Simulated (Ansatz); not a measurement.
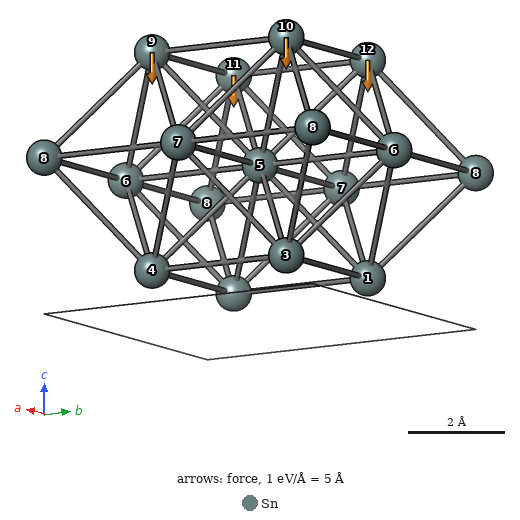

Starting geometry of a slab of composition Sn (cut from the I4/mmm phase) with the computed forces as orange arrows. A ball-and-stick model of the cell of the calculation, outlined in the plane, without the vacuum, seen from a free direction.

Case: clean slab, lower planes held. The slab is the (1 1 0) face of Sn. 4 atoms are held fixed.

The calculation used Ansatz, DFT PBE+D3(BJ), scalar-relativistic, plane waves, PAW.

Input file:
```yaml
crystal:
  lattice:
    - [6.8363002999, 0.0, 0.0]
    - [0.6307727893, 6.80713798, 0.0]
    - [0.0, 0.0, 20.6055862592]
  atoms:
    - { symbol: Sn, position: [0.25, 0.75, 0.3882442314] }
    - { symbol: Sn, position: [0.25, 0.25, 0.3882442314] }
    - { symbol: Sn, position: [0.75, 0.75, 0.3882442314] }
    - { symbol: Sn, position: [0.75, 0.25, 0.3882442314] }
    - { symbol: Sn, position: [0.5, 0.5, 0.5] }
    - { symbol: Sn, position: [0.5, 0.0, 0.5] }
    - { symbol: Sn, position: [0.0, 0.5, 0.5] }
    - { symbol: Sn, position: [0.0, 0.0, 0.5] }
    - { symbol: Sn, position: [0.75, 0.25, 0.6117557686] }
    - { symbol: Sn, position: [0.75, 0.75, 0.6117557686] }
    - { symbol: Sn, position: [0.25, 0.25, 0.6117557686] }
    - { symbol: Sn, position: [0.25, 0.75, 0.6117557686] }
basis:
  ecutwfc: 420
kpoints:
  mp_grid: { grid: [3, 3, 1] }
hamiltonian:
  xc: pbe
  dispersion: d3bj
scf:
  occupations: { method: gaussian, width: 0.1 }
output:
  forces: true
  eigenvalues: true
  write_density: true
  write_potential: true
  elf: true
  volumetric_format: npy
relax:
  adjacent_minimum: "off"
  f_tol: 0.03
  max_steps: 70
  constraints: [{ sites: [0, 1, 2, 3] }]
efield:
  axis: 3
  dipole_correction: true
  ramp_width: 0.04
```

Run as
```bash
ansatz run input.yaml --threads 4 --pin off --max-ram 10240MiB --backend cpu --events-out ev --progress --plain --runs-dir out
```

**What follows when this structure is relaxed?**

It isn't relaxed: the largest force vector, on Sn atoms, is 0.14 eV/Å. The atoms end up moving mostly along the starting forces (cosine between the two patterns 0.90). After 3 accepted moves (4 points after the start) the energy has fallen by 0.112 eV per cell of the calculation. Largest force component: 0.14 eV/Å at the start, 0.0026 eV/Å at the end. The line search rejected the trial step at point 3 of the run. The largest moves, 0.33 Å, are those of Sn9, Sn10, Sn11 and Sn12. Sn9 goes along the normal (−c). The cell doesn't change. Near-neighbour distances that change, for instance: Sn1–Sn5 3.257 → 3.141 Å, Sn1–Sn6 3.418 → 3.308 Å.
